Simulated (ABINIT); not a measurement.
**Run report: CuAu, geometry relaxation**

The run: geometry relaxation of CuAu (P4/mmm, 2 atoms in the cell). Method and program: Kohn-Sham DFT of a periodic cell, LDA, HGH LDA (ABINIT 10.8.3).

The structure derives from an entry of the Crystallography Open Database. The run did not end well.

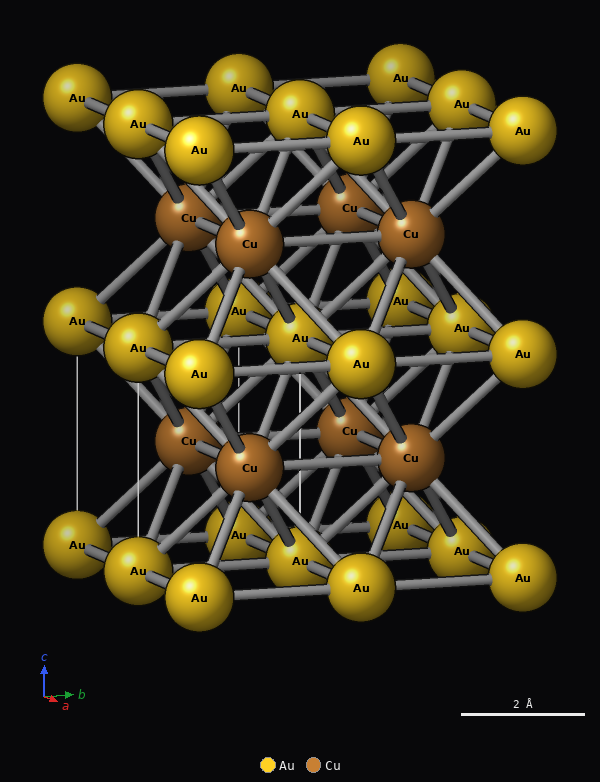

Figure 1. The starting structure (ball-and-stick view of the cell of the calculation, repeated 2 × 2 × 2, seen slightly off an axis). An atom can appear more than once, as a periodic image.

Input
```
# Pseudopotentials
pp_dirpath "./"
pseudos "Au.hgh, Cu.hgh"

# Structure
acell 5.3115466753 5.3115466753 6.9636407692
rprim
     1.0000000000     0.0000000000     0.0000000000
     0.0000000000     1.0000000000     0.0000000000
     0.0000000000     0.0000000000     1.0000000000
ntypat 2
znucl 79 29
natom 2
typat 1 2
chkprim 0
chksymtnons 0
tolsym 1.0e-6
xred
            0.0            0.0            0.0
            1/2            1/2            1/2

# Plane-wave basis
ecut 408.170794 eV
ecutsm 0.5

# k points
kptopt 1
ngkpt 7 7 5
nshiftk 1
shiftk 0.0 0.0 0.0

# Exchange and correlation
ixc 7

# Bands and occupations
nband 5
occopt 3
tsmear 0.05 eV

# SCF cycle
nstep 80
tolvrs 1.0e-12

# Output
iomode 3
prteig 0
prtebands 0
prtwf 0
prtden 0

# Relaxation
ionmov 2
optcell 2
ntime 50
tolmxf 2.0e-5
dilatmx 1.08
```

Hardware: 1 thread of AMD EPYC (Zen 5), 32 GiB of memory available, shared host.

Run as:
```bash
abinit run.abi > log 2>&1
```

The program's output
```
.Version 10.8.3 of ABINIT
 Symmetries : space group P4/m m m (#123); Bravais tP (primitive tetrag.)
================================================================================
 Values of the parameters that define the memory need of the present run
     intxc =       0    ionmov =       2      iscf =       7    lmnmax =       6
     lnmax =       6     mgfft =      30  mpssoang =       3    mqgrid =    3001
     natom =       2  nloc_mem =       1    nspden =       1   nspinor =       1
    nsppol =       1      nsym =      16    n1xccc =       0    ntypat =       2
    occopt =       3   xclevel =       1
       mpw =         697          nfft =       17280          nkpt =          30
================================================================================
================================================================================

--------------------------------------------------------------------------------
------------- Echo of variables that govern the present computation ------------
--------------------------------------------------------------------------------
 -outvars: echo values of preprocessed input variables --------
            acell      5.3115466753E+00  5.3115466753E+00  6.9636407692E+00 Bohr
              amu      1.96966540E+02  6.35460000E+01
          chkprim           0
      chksymtnons           0
          dilatmx      1.08000000E+00
             ecut      1.50000000E+01 Hartree
           ecutsm      5.00000000E-01 Hartree
           ionmov           2
              ixc           7
         kptrlatt        7    0    0      0    7    0      0    0    5
          kptrlen      3.48182038E+01
            natom           2
            nband           5
            ngfft          24      24      30
             nkpt          30
            nstep          80
             nsym          16
            ntime          50
           ntypat           2
           occopt           3
          optcell           2
           prtden           0
        prtebands           0
           prteig           0
            prtwf           0
          spgroup         123
           tolmxf      2.00000000E-05
           tolsym      1.00000000E-06
           tolvrs      1.00000000E-12
           tsmear      1.83746611E-03 Hartree
            typat      1  2
           xangst      0.0000000000E+00  0.0000000000E+00  0.0000000000E+00
                       1.4053747267E+00  1.4053747267E+00  1.8424999987E+00
            xcart      0.0000000000E+00  0.0000000000E+00  0.0000000000E+00
                       2.6557733376E+00  2.6557733376E+00  3.4818203846E+00
             xred      0.0000000000E+00  0.0000000000E+00  0.0000000000E+00
                       5.0000000000E-01  5.0000000000E-01  5.0000000000E-01
            znucl       79.00000   29.00000

================================================================================

 chkinp: Checking input parameters for consistency.

================================================================================
== DATASET  1 ==================================================================

--- !DatasetInfo
iteration_state: {dtset: 1, }
dimensions: {natom: 2, nkpt: 30, mband: 5, nsppol: 1, nspinor: 1, nspden: 1, mpw: 697, }
cutoff_energies: {ecut:  15.0, pawecutdg:  -1.0, }
electrons: {nelect:   2.00000000E+00, charge:   0.00000000E+00, occopt:   3.00000000E+00, tsmear:   1.83746611E-03, }
meta: {optdriver: 0, ionmov: 2, optcell: 2, iscf: 7, paral_kgb: 0, }
...

 Exchange-correlation functional for the present dataset will be:
  LDA: Perdew-Wang 92 LSD fit to Ceperley-Alder data - ixc=7
  J.P.Perdew and Y.Wang, PRB 45, 13244 (1992)

 Real(R)+Recip(G) space primitive vectors, cartesian coordinates (Bohr,Bohr^-1):
 R(1)=  5.3115467  0.0000000  0.0000000  G(1)=  0.1882691  0.0000000  0.0000000
 R(2)=  0.0000000  5.3115467  0.0000000  G(2)=  0.0000000  0.1882691  0.0000000
 R(3)=  0.0000000  0.0000000  6.9636408  G(3)=  0.0000000  0.0000000  0.1436030
 Unit cell volume ucvol=  1.9646191E+02 bohr^3
 Angles (23,13,12)=  9.00000000E+01  9.00000000E+01  9.00000000E+01 degrees

 getcut: wavevector=  0.0000  0.0000  0.0000  ngfft=  24  24  30
         ecut(hartree)=     17.496   => boxcut(ratio)=   2.28797

 getcut : COMMENT -
  Note that boxcut > 2.2 ; recall that boxcut=Gcut(box)/Gcut(sphere) = 2
  is sufficient for exact treatment of convolution.
  Such a large boxcut is a waste : you could raise ecut
  e.g. ecut=   22.897051 Hartrees makes boxcut=2

--- Pseudopotential description ------------------------------------------------
- pspini: atom type   1  psp file is ./Au.hgh
  79.00000   1.00000     10605                znucl, zion, pspdat
    3    1    1    0      2001   0.00000      pspcod,pspxc,lmax,lloc,mmax,r2well

 pspatm : COMMENT -
  the projectors are not normalized,
  so that the KB energies are not consistent with
  definition in PRB44, 8503 (1991).
  However, this does not influence the results obtained hereafter.

- pspini: atom type   2  psp file is ./Cu.hgh
  29.00000   1.00000     10605                znucl, zion, pspdat
    3    1    2    0      2001   0.00000      pspcod,pspxc,lmax,lloc,mmax,r2well

 pspatm : COMMENT -
  the projectors are not normalized,
  so that the KB energies are not consistent with
  definition in PRB44, 8503 (1991).
  However, this does not influence the results obtained hereafter.

  -5.15191223E+01                                ecore*ucvol(ha*bohr**3)
--------------------------------------------------------------------------------

================================================================================

=== [ionmov= 2] Broyden-Fletcher-Goldfarb-Shanno method (forces)
================================================================================

--- Iteration: ( 1/50) Internal Cycle: (1/1)
--------------------------------------------------------------------------------

---SELF-CONSISTENT-FIELD CONVERGENCE--------------------------------------------

--- !BeginCycle
iteration_state: {dtset: 1, itime: 1, icycle: 1, }
solver: {iscf: 7, nstep: 80, nline: 4, wfoptalg: 0, }
tolerances: {tolvrs: 1.00E-12, }
...

     iter   Etot(hartree)      deltaE(h)  residm     vres2
 ETOT  1  -1.0786355060304    -1.079E+00 2.042E-02 8.668E+00
 ETOT  2  -1.0800672262005    -1.432E-03 1.661E-03 7.435E-01
 ETOT  3  -1.0801222185291    -5.499E-05 7.802E-04 2.360E-02
 ETOT  4  -1.0801250333472    -2.815E-06 9.796E-05 5.053E-04
 ETOT  5  -1.0801250905078    -5.716E-08 8.005E-05 1.882E-05
 ETOT  6  -1.0801250923675    -1.860E-09 1.741E-04 1.938E-07
 ETOT  7  -1.0801250923860    -1.853E-11 3.838E-05 2.211E-09
 ETOT  8  -1.0801250923863    -2.536E-13 1.330E-04 1.233E-11
 ETOT  9  -1.0801250923863     8.882E-16 1.987E-05 4.079E-13

 At SCF step    9       vres2   =  4.08E-13 < tolvrs=  1.00E-12 =>converged.

 Cartesian components of stress tensor (hartree/bohr^3)
  sigma(1 1)=  2.32201920E-03  sigma(3 2)=  0.00000000E+00
  sigma(2 2)=  2.32201920E-03  sigma(3 1)=  0.00000000E+00
  sigma(3 3)=  2.16955198E-03  sigma(2 1)=  0.00000000E+00

--- !ResultsGS
iteration_state: {dtset: 1, itime: 1, icycle: 1, }
comment   : Summary of ground state results
lattice_vectors:
- [  5.3115467,   0.0000000,   0.0000000, ]
- [  0.0000000,   5.3115467,   0.0000000, ]
- [  0.0000000,   0.0000000,   6.9636408, ]
lattice_lengths: [   5.31155,    5.31155,    6.96364, ]
lattice_angles: [ 90.000,  90.000,  90.000, ] # degrees, (23, 13, 12)
lattice_volume:   1.9646191E+02
convergence: {deltae:  8.882E-16, res2:  4.079E-13, residm:  1.987E-05, diffor: null, }
etotal    :  -1.08012509E+00
entropy   :   0.00000000E+00
fermie    :  -3.46873866E-02
cartesian_stress_tensor: # hartree/bohr^3
- [  2.32201920E-03,   0.00000000E+00,   0.00000000E+00, ]
- [  0.00000000E+00,   2.32201920E-03,   0.00000000E+00, ]
- [  0.00000000E+00,   0.00000000E+00,   2.16955198E-03, ]
pressure_GPa:  -6.6821E+01
xred      :
- [  0.0000E+00,   0.0000E+00,   0.0000E+00, Au]
- [  5.0000E-01,   5.0000E-01,   5.0000E-01, Cu]
cartesian_forces: # hartree/bohr
- [ -0.00000000E+00,  -0.00000000E+00,  -0.00000000E+00, ]
- [ -0.00000000E+00,  -0.00000000E+00,  -0.00000000E+00, ]
force_length_stats: {min:   0.00000000E+00, max:   0.00000000E+00, mean:   0.00000000E+00, }
...

 Integrated electronic density in atomic spheres:
 ------------------------------------------------
 Atom  Sphere_radius  Integrated_density
    1        2.00000          0.23300708
    2        2.00000          0.27067854

---OUTPUT-----------------------------------------------------------------------

 Cartesian coordinates (xcart) [bohr]
  0.00000000000000E+00  0.00000000000000E+00  0.00000000000000E+00
  2.65577333765000E+00  2.65577333765000E+00  3.48182038460000E+00
 Reduced coordinates (xred)
  0.00000000000000E+00  0.00000000000000E+00  0.00000000000000E+00
  5.00000000000000E-01  5.00000000000000E-01  5.00000000000000E-01
 Cartesian forces (fcart) [Ha/bohr]; max,rms= 0.00000E+00 0.00000E+00 (free atoms)
 -0.00000000000000E+00 -0.00000000000000E+00 -0.00000000000000E+00
 -0.00000000000000E+00 -0.00000000000000E+00 -0.00000000000000E+00
 Gradient of E wrt nuclear positions in reduced coordinates (gred)
  0.00000000000000E+00  0.00000000000000E+00  0.00000000000000E+00
  0.00000000000000E+00  0.00000000000000E+00  0.00000000000000E+00
 Scale of Primitive Cell (acell) [bohr]
  5.31154667530000E+00  5.31154667530000E+00  6.96364076920000E+00
 Real space primitive translations (rprimd) [bohr]
  5.31154667530000E+00  0.00000000000000E+00  0.00000000000000E+00
  0.00000000000000E+00  5.31154667530000E+00  0.00000000000000E+00
  0.00000000000000E+00  0.00000000000000E+00  6.96364076920000E+00
 Unitary Cell Volume (ucvol) [Bohr^3]=  1.96461910767180E+02
 Angles (23,13,12)= [degrees]
  9.00000000000000E+01  9.00000000000000E+01  9.00000000000000E+01
 Lengths [Bohr]
  5.31154667530000E+00  5.31154667530000E+00  6.96364076920000E+00
 Stress tensor in cartesian coordinates (strten) [Ha/bohr^3]
  2.32201920027271E-03  0.00000000000000E+00  0.00000000000000E+00
  0.00000000000000E+00  2.32201920027271E-03  0.00000000000000E+00
  0.00000000000000E+00  0.00000000000000E+00  2.16955197676474E-03
 Total energy (etotal) [Ha]= -1.08012509238629E+00

--- Iteration: ( 2/50) Internal Cycle: (1/1)
--------------------------------------------------------------------------------

---SELF-CONSISTENT-FIELD CONVERGENCE--------------------------------------------

--- !BeginCycle
iteration_state: {dtset: 1, itime: 2, icycle: 1, }
solver: {iscf: 7, nstep: 80, nline: 4, wfoptalg: 0, }
tolerances: {tolvrs: 1.00E-12, }
...

     iter   Etot(hartree)      deltaE(h)  residm     vres2
 ETOT  1  -1.1756515862782    -1.176E+00 4.738E-01 9.323E-02
 ETOT  2  -1.1756552979500    -3.712E-06 9.126E-06 8.732E-03
 ETOT  3  -1.1756559348633    -6.369E-07 6.891E-06 4.946E-04
 ETOT  4  -1.1756559823434    -4.748E-08 1.561E-05 3.924E-06
 ETOT  5  -1.1756559827063    -3.628E-10 8.887E-06 4.227E-08
 ETOT  6  -1.1756559827083    -2.048E-12 2.498E-05 1.719E-10
 ETOT  7  -1.1756559827083    -8.660E-15 1.409E-05 4.930E-13

 At SCF step    7       vres2   =  4.93E-13 < tolvrs=  1.00E-12 =>converged.

 Cartesian components of stress tensor (hartree/bohr^3)
  sigma(1 1)=  2.87745741E-03  sigma(3 2)=  0.00000000E+00
  sigma(2 2)=  2.87745741E-03  sigma(3 1)=  0.00000000E+00
  sigma(3 3)=  2.71471504E-03  sigma(2 1)=  0.00000000E+00

--- !ResultsGS
iteration_state: {dtset: 1, itime: 2, icycle: 1, }
comment   : Summary of ground state results
lattice_vectors:
- [  4.9415413,   0.0000000,   0.0000000, ]
- [  0.0000000,   4.9415413,   0.0000000, ]
- [  0.0000000,   0.0000000,   6.5104014, ]
lattice_lengths: [   4.94154,    4.94154,    6.51040, ]
lattice_angles: [ 90.000,  90.000,  90.000, ] # degrees, (23, 13, 12)
lattice_volume:   1.5897638E+02
convergence: {deltae: -8.660E-15, res2:  4.930E-13, residm:  1.409E-05, diffor: null, }
etotal    :  -1.17565598E+00
entropy   :   0.00000000E+00
fermie    :  -3.05582669E-03
cartesian_stress_tensor: # hartree/bohr^3
- [  2.87745741E-03,   0.00000000E+00,   0.00000000E+00, ]
- [  0.00000000E+00,   2.87745741E-03,   0.00000000E+00, ]
- [  0.00000000E+00,   0.00000000E+00,   2.71471504E-03, ]
pressure_GPa:  -8.3062E+01
xred      :
- [  0.0000E+00,   0.0000E+00,   0.0000E+00, Au]
- [  5.0000E-01,   5.0000E-01,   5.0000E-01, Cu]
cartesian_forces: # hartree/bohr
- [ -0.00000000E+00,  -0.00000000E+00,  -0.00000000E+00, ]
- [ -0.00000000E+00,  -0.00000000E+00,  -0.00000000E+00, ]
force_length_stats: {min:   0.00000000E+00, max:   0.00000000E+00, mean:   0.00000000E+00, }
...

 Integrated electronic density in atomic spheres:
 ------------------------------------------------
 Atom  Sphere_radius  Integrated_density
    1        2.00000          0.29102835
    2        2.00000          0.35019523

---OUTPUT-----------------------------------------------------------------------

 Cartesian coordinates (xcart) [bohr]
  0.00000000000000E+00  0.00000000000000E+00  0.00000000000000E+00
  2.47077063720213E+00  2.47077063720213E+00  3.25520067565554E+00
 Reduced coordinates (xred)
  0.00000000000000E+00  0.00000000000000E+00  0.00000000000000E+00
  5.00000000000000E-01  5.00000000000000E-01  5.00000000000000E-01
 Cartesian forces (fcart) [Ha/bohr]; max,rms= 0.00000E+00 0.00000E+00 (free atoms)
 -0.00000000000000E+00 -0.00000000000000E+00 -0.00000000000000E+00
 -0.00000000000000E+00 -0.00000000000000E+00 -0.00000000000000E+00
 Gradient of E wrt nuclear positions in reduced coordinates (gred)
  0.00000000000000E+00  0.00000000000000E+00  0.00000000000000E+00
  0.00000000000000E+00  0.00000000000000E+00  0.00000000000000E+00
 Scale of Primitive Cell (acell) [bohr]
  4.94154127440426E+00  4.94154127440426E+00  6.51040135131108E+00
 Real space primitive translations (rprimd) [bohr]
  4.94154127440426E+00  0.00000000000000E+00  0.00000000000000E+00
  0.00000000000000E+00  4.94154127440426E+00  0.00000000000000E+00
  0.00000000000000E+00  0.00000000000000E+00  6.51040135131108E+00
 Unitary Cell Volume (ucvol) [Bohr^3]=  1.58976384914335E+02
 Angles (23,13,12)= [degrees]
  9.00000000000000E+01  9.00000000000000E+01  9.00000000000000E+01
 Lengths [Bohr]
  4.94154127440426E+00  4.94154127440426E+00  6.51040135131108E+00
 Stress tensor in cartesian coordinates (strten) [Ha/bohr^3]
  2.87745741070264E-03  0.00000000000000E+00  0.00000000000000E+00
  0.00000000000000E+00  2.87745741070264E-03  0.00000000000000E+00
  0.00000000000000E+00  0.00000000000000E+00  2.71471503935850E-03
 Total energy (etotal) [Ha]= -1.17565598270834E+00

 Difference of energy with previous step (new-old):
           Absolute (Ha)=-9.55309E-02
           Relative     =-8.46987E-02

--- Iteration: ( 3/50) Internal Cycle: (1/1)
--------------------------------------------------------------------------------

---SELF-CONSISTENT-FIELD CONVERGENCE--------------------------------------------

--- !BeginCycle
iteration_state: {dtset: 1, itime: 3, icycle: 1, }
solver: {iscf: 7, nstep: 80, nline: 4, wfoptalg: 0, }
tolerances: {tolvrs: 1.00E-12, }
...

     iter   Etot(hartree)      deltaE(h)  residm     vres2

--- !ERROR
message: |
    Choice of acell, ngfft, and ecut
    ===> basis sphere extends BEYOND FFT box !
    Recall that boxcut=Gcut(box)/Gcut(sphere)  must be > 1.
    Action: try larger ngfft or smaller ecut.
    Note that ecut=effcut/boxcut**2 and effcut=    0.588987
    This situation might happen when optimizing the cell parameters.
    Your starting geometry might be crazy.
    See  .
...
```

Trajectory as extended XYZ (Å, eV, eV/Å), 2 frames, from step=0 to step=1
```
2
Lattice="2.8107 0.0000 0.0000 0.0000 2.8107 0.0000 0.0000 0.0000 3.6850" Properties=species:S:1:pos:R:3:forces:R:3 step=0 energy=-29.39170
Au    0.0000    0.0000    0.0000    0.0000   0.0000   0.0000
Cu    1.4054    1.4054    1.8425    0.0000   0.0000   0.0000
2
Lattice="2.6150 0.0000 0.0000 0.0000 2.6150 0.0000 0.0000 0.0000 3.4452" Properties=species:S:1:pos:R:3:forces:R:3 step=1 energy=-31.99123
Au    0.0000    0.0000    0.0000    0.0000   0.0000   0.0000
Cu    1.3075    1.3075    1.7226    0.0000   0.0000   0.0000
```

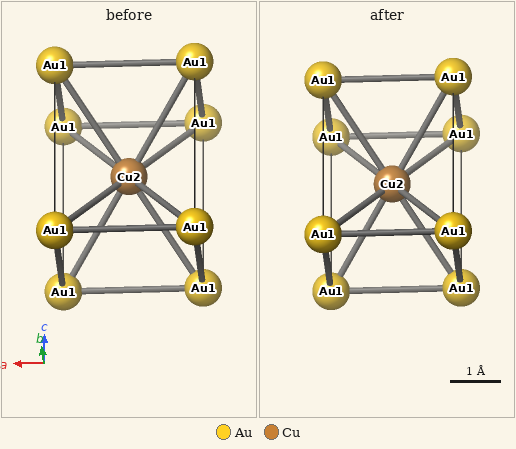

Figure 2. Before (left) and after (right) the relaxation, at one scale (ball-and-stick view of the cell of the calculation, seen at an oblique angle). The run failed before the relaxation converged. Over 1 geometry step the energy falls by 1300 meV per atom. All forces vanish by symmetry, so only the cell relaxes. The atoms keep their places relative to the cell (all moves are under 0.005 Å). The volume changes by −19.1 %, with a = b 2.811 → 2.615 Å (−7.0 %), c 3.685 → 3.445 Å (−6.5 %). Among the contacts that change: Au1–Au1 2.811 → 2.615 Å, Cu2–Cu2 2.811 → 2.615 Å, Au1–Cu2 2.710 → 2.527 Å. The space group stays P4/mmm (No. 123). (Atoms are counted from 1 in the order of the input.)

What the run reported

| quantity | value |
| --- | --- |
| outcome | ended with an error |
| space group (tolerance 0.01 Å) | P4/mmm (123) |
| electrons treated | 2 |
| free energy | −31.9912 eV |
| gap on the k-point mesh | none (metallic) |
| pressure | −83.06 GPa |
| final volume | 23.56 Å³ |
| largest force (length of the vector) at the end | under 0.001 eV/Å |
| final cell | a = 2.615 Å, b = 2.615 Å, c = 3.445 Å, α = 90.00°, β = 90.00°, γ = 90.00° |
| wall time | 2.3 s |
| peak memory | 0.06 GiB |

What went wrong

The run ended with an error.
